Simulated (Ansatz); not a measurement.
Structure (in its standard cell), coordinates from a relaxation (final pressure about 5.2 GPa) with DFT r2SCAN+D3(BJ), scalar-relativistic, plane waves, PAW in Ansatz; the starting structure was generated, so it need not be a known form of this composition:

```
Al P
1.0
     5.36460    0.00000    0.00000
     0.00000    5.36460    0.00000
     0.00000    0.00000    5.36460
Al P
4 4
Direct
  0.00000 0.00000 0.00000
  0.00000 0.50000 0.50000
  0.50000 0.00000 0.50000
  0.50000 0.50000 0.00000
  0.25000 0.25000 0.75000
  0.25000 0.75000 0.25000
  0.75000 0.25000 0.25000
  0.75000 0.75000 0.75000
```

**Predict the [111] zone-axis pattern (80 kV, kinematic, B = 0.5 Å²).**

The spots form a hexagonal net with both shortest vectors at d = 1.90 Å, 60.0° apart. They are -2 2 0 and -2 0 2. The pattern has symmetry 6mm. The lattice centring (F) removes all reflections that break h + k = 2n, h + l = 2n.

Strongest reflections with d > 0.80 Å, one of each family (|F|² from tabulated Gaussian fits of the electron scattering factors, times a small damping for the curvature of the Ewald sphere):

```csv
hkl,d (Å),I (strongest = 100)
2 0 -2,1.897,100
4 -2 -2,1.095,19
4 0 -4,0.948,11
```

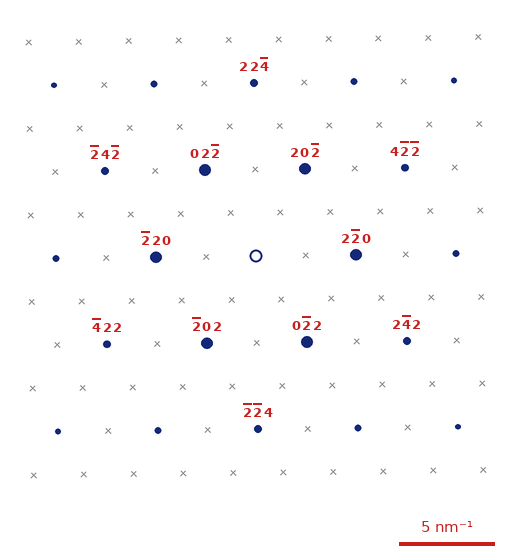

Calculated pattern, seen from the source side with [111] pointing towards the source; crosses mark the places of extinct reflections.
